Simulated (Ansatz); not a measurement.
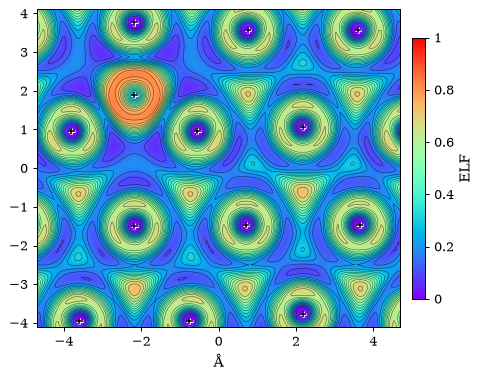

The ELF on a plane through atoms (crosses mark nuclei in the plane).

Computed with Ansatz 0.2.0, DFT PBEsol, scalar-relativistic, plane waves, PAW.

Candidates:
A. Au, a = 2.88 Å, b = 2.88 Å, c = 21.36 Å, α = 90.00°, β = 90.00°, γ = 120.00°. Space group R-3m; computed without spin polarisation.
B. Ti18O (cell with a defect), a = 6.81 Å, b = 6.81 Å, c = 6.81 Å, α = 79.48°, β = 79.48°, γ = 79.48°. Computed without spin polarisation.
C. Cd, a = 2.95 Å, b = 2.95 Å, c = 25.29 Å, α = 90.00°, β = 90.00°, γ = 120.00°. Space group R-3m.

Which candidate gave the map?

Candidate B: Ti18O on the (111) plane of the calculation cell, which holds Ti and O. Ti–O (1.88 Å): the ELF peaks at about 0.85 in the valence shell of O, 0.6 Å from its nucleus, and is about 0.20 at the midpoint (no shared electron pair shows on this line). Ti–Ti (2.73 Å): the ELF is about 0.20 at the midpoint: no localised pair shows between them.
